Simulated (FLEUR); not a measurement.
## Energy of Zr along an even scaling of the cell

System: Zr (2 atoms in the cell).
Method: Kohn-Sham DFT of a periodic cell, SCAN, all-electron, no spin polarisation (FLEUR MaX-R8.1 (later development tree)).

The 5 runs differ only in the geometry, by an even scaling of the cell at fixed fractional positions. The structure derives from an entry of the Crystallography Open Database.

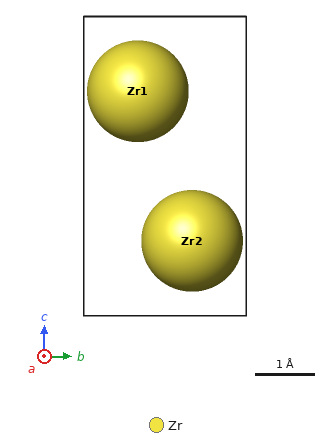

Figure 1. The structure of run 3 (spheres-only view of the cell of the calculation, along the a axis; atoms are numbered from 1 in the order of the input).

**Input of run 3**
```
<?xml version="1.0" encoding="UTF-8" standalone="no"?>
<fleurInput fleurInputVersion="0.39">
   <comment>
      Zr                                                                                                  
   </comment>
   <calculationSetup>
      <cutoffs Kmax="4.1" Gmax="12.7" GmaxXC="12.7" numbands="0"/>
      <scfLoop itmax="60" minDistance="0.00001" maxIterBroyd="15" imix="Anderson" alpha="0.05" precondParam="0.0" spinf="2.0" sdNocoIR="T"/>
      <coreElectrons ctail="F" frcor="F" kcrel="0" coretail_lmax="0"/>
      <xcFunctional name="LibXC" relativisticCorrections="F">
         <LibXCName exchange="mgga_x_scan" correlation="mgga_c_scan"/>
         <AuxGGA exchange="117" correlation="130"/>
      </xcFunctional>
      <magnetism jspins="1"/>
      <soc l_soc="F" theta="0.0" phi="0.0" spav="F"/>
      <expertModes spex="0" secvar="F"/>
      <geometryOptimization l_f="F" forcealpha="1.0" forcemix="BFGS" epsdisp="0.00001" epsforce="0.00001"/>
      <ldaU l_linMix="F" mixParam="0.05" spinf="1.0"/>
   </calculationSetup>
   <cell>
      <bzIntegration valenceElectrons="24.0" mode="hist" fermiSmearingEnergy="0.00183747">
         <kPointListSelection listName="default-1"/>
         <!-- k-points included here -->
         <xi:include xmlns:xi="http://www.w3.org/2001/XInclude" href="kpts.xml"> </xi:include>
      </bzIntegration>
      <!-- symmetry operations included here -->
      <xi:include xmlns:xi="http://www.w3.org/2001/XInclude" href="sym.xml"> </xi:include>
      <bulkLattice scale="1.0">
         <bravaisMatrix>
            <row-1>    6.1075948347072000     0.0000000000000000     0.0000000000000000</row-1>
            <row-2>   -3.0537974173536000     5.2893322828198945     0.0000000000000000</row-2>
            <row-3>    0.0000000000000000     0.0000000000000000     9.7264203633161994</row-3>
         </bravaisMatrix>
      </bulkLattice>
   </cell>
   <atomSpecies>
      <species name="Zirconium (Zr)" element="Zr" atomicNumber="40">
         <mtSphere radius="2.66" gridPoints="879" logIncrement="0.015"/>
         <atomicCutoffs lmax="11" lnonsphr="8"/>
         <electronConfig flipSpins="F">
            <coreConfig>(1s1/2) (2s1/2) (2p1/2) (2p3/2) (3s1/2) (3p1/2) (3p3/2) (3d3/2) (3d5/2)</coreConfig>
            <valenceConfig>(4s1/2) (4p1/2) (4p3/2) (5s1/2) (4d3/2) (4d5/2)</valenceConfig>
            <stateOccupation state="(4d3/2)" spinUp="0.400000" spinDown="0.400000"/>
            <stateOccupation state="(4d5/2)" spinUp="0.600000" spinDown="0.600000"/>
         </electronConfig>
         <energyParameters s="5" p="5" d="4" f="4"/>
         <lo type="SCLO" l="0" n="4" eDeriv="0"/>
         <lo type="SCLO" l="1" n="4" eDeriv="0"/>
         <lo type="SCLO" l="1" n="4" eDeriv="1"/>
         <lo type="SCLO" l="2" n="4" eDeriv="2"/>
         <lo type="SCLO" l="3" n="4" eDeriv="2"/>
      </species>
   </atomSpecies>
   <atomGroups>
      <atomGroup species="Zirconium (Zr)">
         <relPos label="                   1">-1.000/3.000 1.000/3.000 -1.000/4.000</relPos>
         <relPos label="                   2">1.000/3.000 -1.000/3.000 1.000/4.000</relPos>
         <force calculate="T" relaxXYZ="TTT"/>
      </atomGroup>
   </atomGroups>
   <output dos="F" band="F" slice="F">
      <checks vchk="F" cdinf="F"/>
      <bandDOS minEnergy="-.5*Htr" maxEnergy="0.5*Htr" sigma="0.015" storeEVData="T"/>
      <vacuumDOS vacdos="F" integ="F" star="F" nstars="0" locx1="0.0" locy1="0.0" locx2="0.0" locy2="0.0" nstm="0" tworkf="0.0"/>
      <unfoldingBand unfoldBand="F" supercellX="1" supercellY="1" supercellZ="1"/>
      <plotting iplot="0" polar="F">
         <plot TwoD="T" vec1="  1.0  0.0  0.0" vec2="  0.0  1.0  0.0" vec3="  0.0  0.0  1.0" zero="  0.0  0.0  0.0" file="plot"/>
      </plotting>
      <chargeDensitySlicing numkpt="0" minEigenval="0.0" maxEigenval="0.0" nnne="0" pallst="F"/>
      <specialOutput eonly="F"/>
      <moessbauerParams electricFieldGradient="T" isomerShift="T" coreHyperfine="T" valenceHyperfine="T"/>
      <magneticCircularDichroism mcd="F" energyLo="-10.0" energyUp="0.0"/>
   </output>
  <!-- We include the file relax.xml here to enable relaxations (see documentation) -->
  <xi:include xmlns:xi="http://www.w3.org/2001/XInclude" href="relax.xml"> <xi:fallback/> </xi:include>
</fleurInput>
```

Run 4 has the same physical settings and fractional positions; its lattice vectors (Å) are:
```
   3.274531    0.000000    0.000000
  -1.637266    2.835827    0.000000
   0.000000    0.000000    5.214731
```

**Results, with one run withheld**

```tsv
run	volume per atom (Å³)	free energy per atom, from the lowest run given (meV)
1	21.884	28.39
2	22.350	12.47
3	23.281	0.00
4	24.212	?
5	24.678	22.51
```

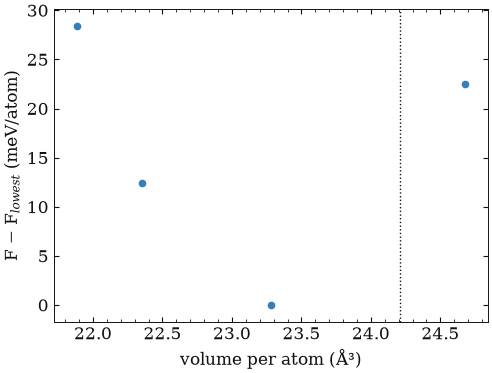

Figure 2. Free energy per atom of the runs given; the dotted line marks run 4.

Estimate the energy of run 4 from the others.

A quadratic polynomial in V^(−2/3) (the Birch–Murnaghan form), fitted to the 4 runs given, misses them by at most 0.12 meV per atom. With x = V^(−2/3) − 0.12362 Å⁻², it reads F = 1.1453 + 2121.5 x + 1.0461e+06 x² (meV per atom). At run 4 it gives 10.26 meV per atom, and the run itself gives 10.15. The fit has its minimum at 23.293 Å³ per atom, where V d²F/dV² gives 96.1 GPa. Cell shape and fractional positions are held, so this is the stiffness under even scaling; the relaxed bulk modulus wasn't computed.

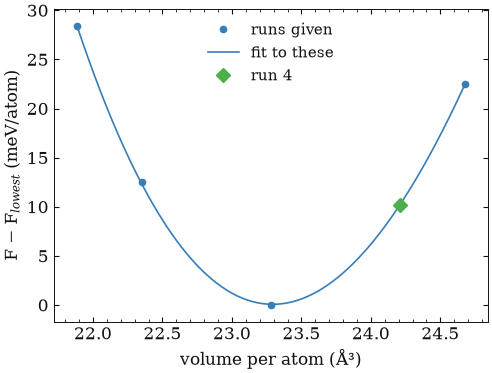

Figure 3. The fit and the withheld run.

**End of the output (run 4)**
```
[...]
The functional 'Perdew, Burke & Ernzerhof' is a correlation functional, it belongs to the 'GGA' family and is defined in the reference(s):
[1] J. P. Perdew, K. Burke, and M. Ernzerhof.,  Phys. Rev. Lett. 77, 3865 (1996)
[2] J. P. Perdew, K. Burke, and M. Ernzerhof.,  Phys. Rev. Lett. 78, 1396 (1997)
 Using same functional for VXC and EXC

 Iteration:    13   Distance:       0.00037058 me/bohr^3
The functional 'Hammer, Hansen, and Norskov' is an exchange functional, it belongs to the 'GGA' family and is defined in the reference(s):
[1] B. Hammer, L. B. Hansen, and J. K. Nørskov.,  Phys. Rev. B 59, 7413 (1999)
The functional 'Perdew, Burke & Ernzerhof' is a correlation functional, it belongs to the 'GGA' family and is defined in the reference(s):
[1] J. P. Perdew, K. Burke, and M. Ernzerhof.,  Phys. Rev. Lett. 77, 3865 (1996)
[2] J. P. Perdew, K. Burke, and M. Ernzerhof.,  Phys. Rev. Lett. 78, 1396 (1997)
 Using same functional for VXC and EXC

 Iteration:    14   Distance:       0.00006814 me/bohr^3
The functional 'Hammer, Hansen, and Norskov' is an exchange functional, it belongs to the 'GGA' family and is defined in the reference(s):
[1] B. Hammer, L. B. Hansen, and J. K. Nørskov.,  Phys. Rev. B 59, 7413 (1999)
The functional 'Perdew, Burke & Ernzerhof' is a correlation functional, it belongs to the 'GGA' family and is defined in the reference(s):
[1] J. P. Perdew, K. Burke, and M. Ernzerhof.,  Phys. Rev. Lett. 77, 3865 (1996)
[2] J. P. Perdew, K. Burke, and M. Ernzerhof.,  Phys. Rev. Lett. 78, 1396 (1997)
 Using same functional for VXC and EXC

 Iteration:    15   Distance:       0.00008141 me/bohr^3
The functional 'Hammer, Hansen, and Norskov' is an exchange functional, it belongs to the 'GGA' family and is defined in the reference(s):
[1] B. Hammer, L. B. Hansen, and J. K. Nørskov.,  Phys. Rev. B 59, 7413 (1999)
The functional 'Perdew, Burke & Ernzerhof' is a correlation functional, it belongs to the 'GGA' family and is defined in the reference(s):
[1] J. P. Perdew, K. Burke, and M. Ernzerhof.,  Phys. Rev. Lett. 77, 3865 (1996)
[2] J. P. Perdew, K. Burke, and M. Ernzerhof.,  Phys. Rev. Lett. 78, 1396 (1997)
 Using same functional for VXC and EXC

 Iteration:    16   Distance:       0.00000817 me/bohr^3

 ********************************************************************
 Run finished successfully
 Stop message:
   all done
 ********************************************************************
```
